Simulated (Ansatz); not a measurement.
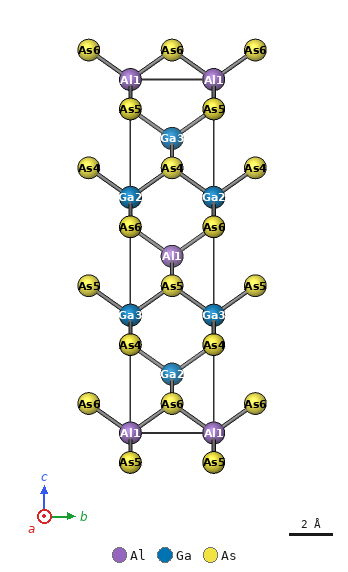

Crystalline AlGa2As3 (a generated structure, set up in I-4m2) (coarse preliminary run), before the relaxation. A ball-and-stick model of the conventional cell (2 times the calculation's cell), seen along the a axis. Lengths and directions refer to the drawn axes.

The calculation used DFT PBE, scalar-relativistic, plane waves, PAW (Ansatz).

Input file:
```yaml
crystal:
  lattice:
    - [-1.9421898, 1.9421898, 8.24001347]
    - [1.9421898, -1.9421898, 8.24001347]
    - [1.9421898, 1.9421898, -8.24001347]
  atoms:
    - { symbol: Al, position: [0.0, 0.0, 0.0] }
    - { symbol: Ga, position: [0.66666667, 0.66666667, 0.0] }
    - { symbol: Ga, position: [0.33333333, 0.33333333, 0.0] }
    - { symbol: As, position: [0.25, 0.75, 0.5] }
    - { symbol: As, position: [0.91666667, 0.41666667, 0.5] }
    - { symbol: As, position: [0.58333333, 0.08333333, 0.5] }
basis:
  ecutwfc: 420
kpoints:
  mp_grid: { grid: [6, 6, 6] }
hamiltonian:
  xc: pbe
scf:
  occupations: { method: gaussian, width: 0.1 }
  lower_state_search: "off"
output:
  forces: true
  stress: true
  eigenvalues: true
relax:
  adjacent_minimum: "off"
  f_tol: 0.04
  max_steps: 70
  cell: { stress_tol: 0.4 }
```

Run as
```bash
ansatz run input.yaml --threads 1 --pin off --max-ram 2560MiB --backend cpu --events-out ev --progress --plain --runs-dir out
```

**What does the optimiser find from here?**

The largest moves relative to the cell, 0.010 Å, are those of As5 and As6. As6 goes along −c. By element the largest moves are As 0.010 Å, Ga 0.002 Å. Al stays in place. The volume changes by +14.0 %, with a = b 3.884 → 4.064 Å (+4.6 %), c 16.480 → 17.171 Å (+4.2 %). Near-neighbour distances that change, for instance: Ga2–As4 2.379 → 2.486 Å, Al1–As5 2.379 → 2.480 Å. The space group stays I-4m2 (No. 119). After 3 accepted moves (5 points after the start) the energy has fallen by 90.5 meV per atom. The largest force component goes from 0.096 to 0.00083 eV/Å. Pressure: 11.20 GPa at the start and 0.02 GPa at the end. The SCF was repeated twice at an unchanged geometry on a basis and grid sized afresh for the cell, which shifted the energy by 0.8 meV per atom at most.

Final geometry:

```
CELL_PARAMETERS angstrom
-2.03191 2.03191 8.58529
2.03191 -2.03191 8.58529
2.03191 2.03191 -8.58529
ATOMIC_POSITIONS crystal
Al 0.00000 0.00000 0.00000
Ga 0.66657 0.66657 0.00000
Ga 0.33343 0.33343 0.00000
As 0.25000 0.75000 0.50000
As 0.91724 0.41724 0.50000
As 0.58276 0.08276 0.50000
```

The end point in the same view:

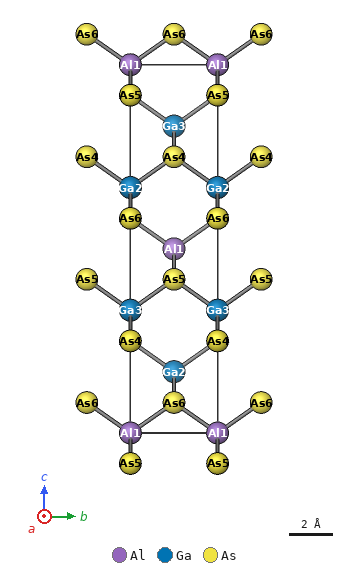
